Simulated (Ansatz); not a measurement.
**Single-point calculation of Sr2Ti3O8 (part 2 of 2)**

Continued. System: Sr2Ti3O8 (slab, 26 atoms in the cell). Method: DFT PBEsol, scalar-relativistic, plane waves, PAW, no spin polarisation (Ansatz 0.2.0); cutoff 420 eV, 5×5×1 k-mesh, Gaussian smearing of 0.05 eV. The structure derives from an entry of the Crystallography Open Database. It belongs to a series of runs on one base structure; here: (1 1 0) slab cut from the bulk.

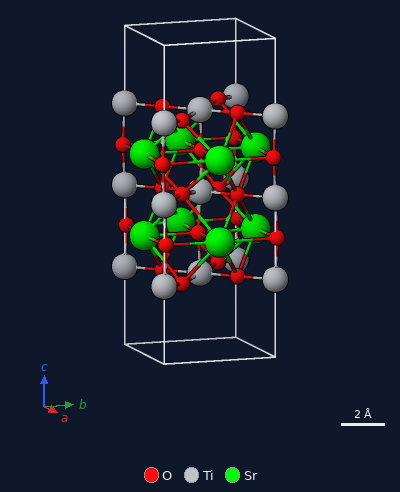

The structure (ball-and-stick view of the cell of the calculation, with the vacuum cut short, seen slightly off an axis). An atom can appear more than once, as a periodic image.

**Output, continued**
```
--- Band table (eV; the first three rows and the last of 9) ---
  k-point 0: bands = ["-55.4040", "-55.4012", "-55.3598", "-55.3597", "-55.3572", "-55.3572", "-31.9204", "-31.8977", "-31.8971", "-31.8844", "-31.8452", "-31.8400", "-31.8365", "-31.8284", "-31.7709", "-31.7695", "-31.6848", "-31.6847", "-31.6806", "-31.6806", "-31.6185", "-31.6185", "-31.6181", "-31.6181", "-31.3954", "-31.3661", "-31.3558", "-31.3450", "-16.6660", "-16.0397", "-15.8979", "-15.8906", "-15.6234", "-15.6054", "-15.5335", "-15.4979", "-15.4962", "-15.3559", "-14.9439", "-14.9170", "-14.7290", "-14.6148", "-14.5643", "-14.5121", "-13.6115", "-13.4707", "-13.4604", "-13.4325", "-13.4211", "-13.3993", "-13.3932", "-13.3496", "-13.1772", "-13.1762", "-13.0719", "-12.9222", "-3.8040", "-3.5397", "-3.4382", "-3.2993", "-3.2793", "-3.1834", "-3.0780", "-2.9493", "-2.9480", "-2.7629", "-2.7499", "-2.5935", "-2.4752", "-2.4684", "-2.1052", "-2.0816", "-1.9933", "-1.9584", "-1.9062", "-1.6654", "-1.6166", "-1.5800", "-1.5623", "-1.4120", "-1.3560", "-1.2559", "-1.0167", "-0.8618", "-0.8232", "-0.8030", "-0.5079", "-0.4726", "-0.3617", "-0.0827", "-0.0593", "-0.0533", "0.1955", "0.1971", "0.2581", "0.5428", "0.5711", "0.7002", "0.8629", "0.8774", "0.8886", "0.9036", "1.6506", "1.6602", "2.6876", "2.7906", "2.7907", "3.1099", "3.1168", "3.3955", "3.4031", "4.0830", "4.1307", "4.1553", "4.5913", "4.5970", "4.6782", "4.8264", "4.8380", "4.8821", "4.9881", "5.0817", "5.1394", "5.2168", "5.2799", "5.4908", "5.4966", "5.5444", "5.5574", "5.9132"]
  k-point 1: bands = ["-55.4037", "-55.4015", "-55.3595", "-55.3595", "-55.3575", "-55.3575", "-31.9167", "-31.8981", "-31.8959", "-31.8851", "-31.8418", "-31.8353", "-31.8328", "-31.8291", "-31.7805", "-31.7769", "-31.6797", "-31.6796", "-31.6754", "-31.6754", "-31.6270", "-31.6268", "-31.6244", "-31.6244", "-31.3859", "-31.3636", "-31.3551", "-31.3470", "-16.6003", "-16.0726", "-16.0286", "-15.8822", "-15.6721", "-15.5731", "-15.5645", "-15.4678", "-15.4246", "-15.3920", "-14.9373", "-14.9294", "-14.7440", "-14.7061", "-14.5823", "-14.5535", "-13.5039", "-13.4957", "-13.4249", "-13.4222", "-13.3884", "-13.3391", "-13.3375", "-13.2513", "-13.1819", "-13.1683", "-13.0847", "-12.9584", "-3.6233", "-3.3405", "-3.3070", "-3.2710", "-3.2148", "-3.0628", "-2.9343", "-2.7984", "-2.7769", "-2.7747", "-2.6799", "-2.5785", "-2.3918", "-2.3232", "-2.3151", "-2.1280", "-2.1022", "-2.0373", "-1.9831", "-1.9327", "-1.8684", "-1.6265", "-1.4891", "-1.4575", "-1.3601", "-1.2255", "-1.1733", "-1.0123", "-0.7182", "-0.6477", "-0.6373", "-0.5502", "-0.4295", "-0.1784", "-0.1382", "-0.0720", "-0.0555", "0.0661", "0.1475", "0.3115", "0.3501", "0.4742", "0.5294", "0.5381", "0.7294", "0.7515", "1.4848", "1.4956", "2.9479", "3.0587", "3.0773", "3.4687", "3.5190", "3.5221", "3.5303", "4.1549", "4.1874", "4.1923", "4.4356", "4.5327", "4.5816", "4.6602", "4.7810", "4.9144", "4.9276", "4.9573", "4.9649", "5.2491", "5.3676", "5.3811", "5.6659", "5.9254", "5.9262", "6.1323"]
  k-point 2: bands = ["-55.4030", "-55.4022", "-55.3589", "-55.3589", "-55.3581", "-55.3581", "-31.9086", "-31.9015", "-31.8917", "-31.8875", "-31.8360", "-31.8317", "-31.8240", "-31.8164", "-31.8031", "-31.7947", "-31.6664", "-31.6661", "-31.6602", "-31.6602", "-31.6463", "-31.6462", "-31.6405", "-31.6405", "-31.3682", "-31.3582", "-31.3569", "-31.3519", "-16.4626", "-16.3025", "-15.9130", "-15.8703", "-15.8133", "-15.6467", "-15.5549", "-15.5389", "-15.2931", "-15.2803", "-15.0106", "-14.9828", "-14.8223", "-14.8096", "-14.6125", "-14.5993", "-13.4738", "-13.4485", "-13.3688", "-13.3508", "-13.3113", "-13.2712", "-13.2163", "-13.2114", "-13.1276", "-13.1102", "-13.0875", "-13.0472", "-3.3764", "-3.3209", "-3.1479", "-3.1193", "-2.9561", "-2.8295", "-2.7906", "-2.6364", "-2.5877", "-2.4922", "-2.3555", "-2.3464", "-2.3187", "-2.2729", "-2.2586", "-2.2468", "-2.2266", "-2.0189", "-1.9176", "-1.8244", "-1.7730", "-1.7652", "-1.6886", "-1.6598", "-1.6167", "-1.5761", "-1.4540", "-1.2074", "-1.1565", "-1.0118", "-0.8691", "-0.7422", "-0.7111", "-0.6291", "-0.2166", "-0.2055", "-0.2017", "-0.1572", "-0.0416", "0.1002", "0.1620", "0.2198", "0.2739", "0.4281", "0.7150", "0.7170", "1.1283", "1.1454", "3.3769", "3.6217", "3.7110", "3.8087", "3.9031", "3.9386", "4.1391", "4.1512", "4.2194", "4.2615", "4.3096", "4.3480", "4.3861", "4.3966", "4.4740", "4.6325", "4.7305", "4.7546", "4.8957", "4.8968", "4.9995", "5.1813", "6.6902", "6.7040", "6.9704", "6.9849"]
  k-point 8: bands = ["-55.4027", "-55.4026", "-55.3585", "-55.3585", "-55.3584", "-55.3584", "-31.9023", "-31.9009", "-31.8886", "-31.8874", "-31.8582", "-31.8549", "-31.8323", "-31.8295", "-31.7738", "-31.7680", "-31.6932", "-31.6920", "-31.6906", "-31.6896", "-31.6224", "-31.6224", "-31.6155", "-31.6155", "-31.3561", "-31.3544", "-31.3540", "-31.3511", "-16.6009", "-16.5918", "-16.0625", "-16.0142", "-15.7661", "-15.6648", "-15.4822", "-15.4752", "-15.2408", "-15.1734", "-15.1203", "-15.0981", "-14.6849", "-14.6537", "-14.6170", "-14.5878", "-13.4218", "-13.4072", "-13.3852", "-13.3738", "-13.1986", "-13.1897", "-13.1033", "-13.0966", "-13.0739", "-13.0133", "-12.9811", "-12.9051", "-3.6508", "-3.5006", "-3.4995", "-3.4854", "-3.2744", "-3.2446", "-3.0746", "-3.0330", "-2.9076", "-2.8915", "-2.5843", "-2.4616", "-2.4068", "-2.3799", "-2.1533", "-2.1259", "-2.1190", "-2.0883", "-2.0486", "-1.8412", "-1.4197", "-1.3832", "-1.2340", "-1.2153", "-1.1624", "-0.9679", "-0.9612", "-0.8844", "-0.6915", "-0.6505", "-0.6441", "-0.5788", "-0.5246", "-0.5135", "-0.3512", "-0.2579", "-0.2158", "-0.1507", "-0.1498", "-0.1014", "-0.0371", "0.0116", "0.0340", "0.0799", "0.2129", "0.3332", "0.4857", "0.5832", "2.8562", "3.0813", "3.4205", "3.5618", "4.1379", "4.1623", "4.3444", "4.3713", "4.4452", "4.4534", "4.5817", "4.6035", "4.6497", "4.6870", "4.7923", "4.8026", "4.9022", "4.9255", "4.9647", "4.9806", "4.9942", "4.9947", "5.9611", "6.3517", "6.6712", "6.6819"]
```

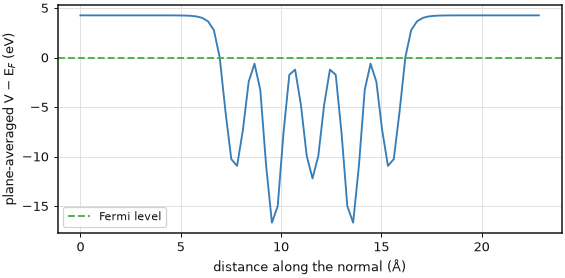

Plane average of the electrostatic potential energy of an electron across the cell, from the Fermi level. The vacuum level lies 4.26 eV above the Fermi level.

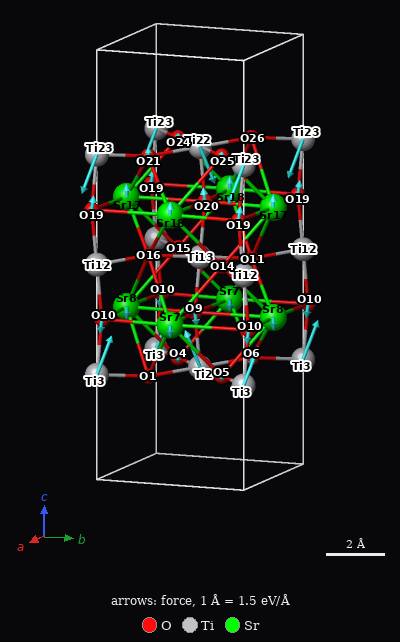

Forces on the atoms as teal arrows (ball-and-stick view of the cell of the calculation, with the vacuum cut short, seen slightly off an axis; atoms are numbered from 1 in the order of the input); the smallest are left out. The largest act on Ti2, Ti3, Ti22, Ti23 (2.20 eV/Å); O9, O10, O19, O20 (0.79 eV/Å); all 4 Sr atoms (0.69 eV/Å). The geometry is not a stationary point of this energy.

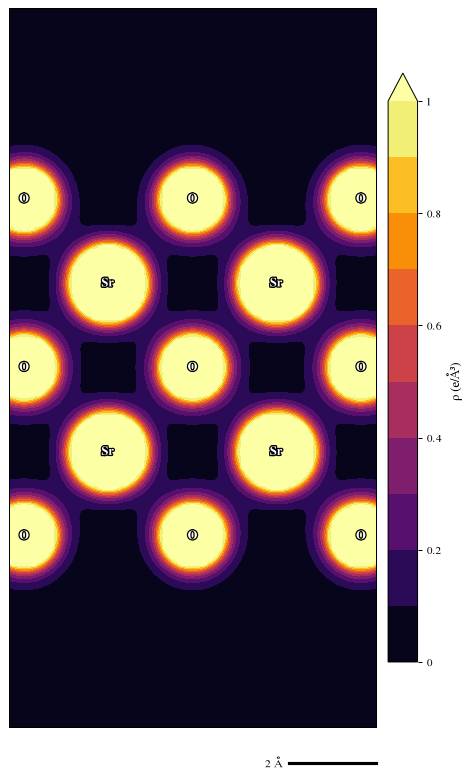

Valence electron density on the (110) plane of the calculation cell, a cut from vacuum to vacuum. Sr–O (2.74 Å): ρ is about 0.15 e/Å³ halfway. The density dies away to nearly zero in the vacuum. Core electrons are frozen (PAW), so the fields are smoothed inside the atomic spheres.

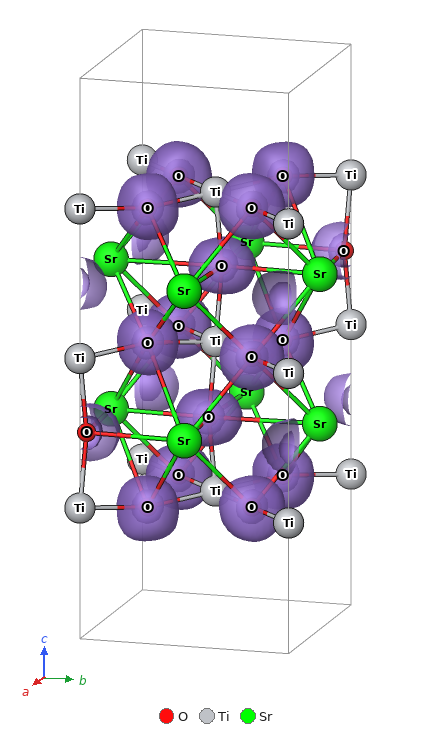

Isosurface of the ELF at 0.75 (purple), seen slightly off an axis. Only the valence region is drawn (cores and ρ < 0.01 e/Å³ removed). Sticks mark near contacts. Values along the shortest contacts: Ti–O (1.95 Å): the ELF is about 0.20 at the midpoint.

**Results in brief**

- outcome: converged
- electrons treated: 208
- free energy: −37823.8002 eV
- work function, top face: 4.26 eV
- work function, bottom face: 4.26 eV
- Fermi energy: 2.174 eV
- gap on the k-point mesh: 1.03 eV
- work function (upper face): 4.26 eV
- largest force (length of the vector): 2.203 eV/Å
- wall time: 22 s (CPU time 86 s)
- peak memory: 2.2 GiB

Warnings of the run: the exchange-correlation potential is rough where the density is thin.
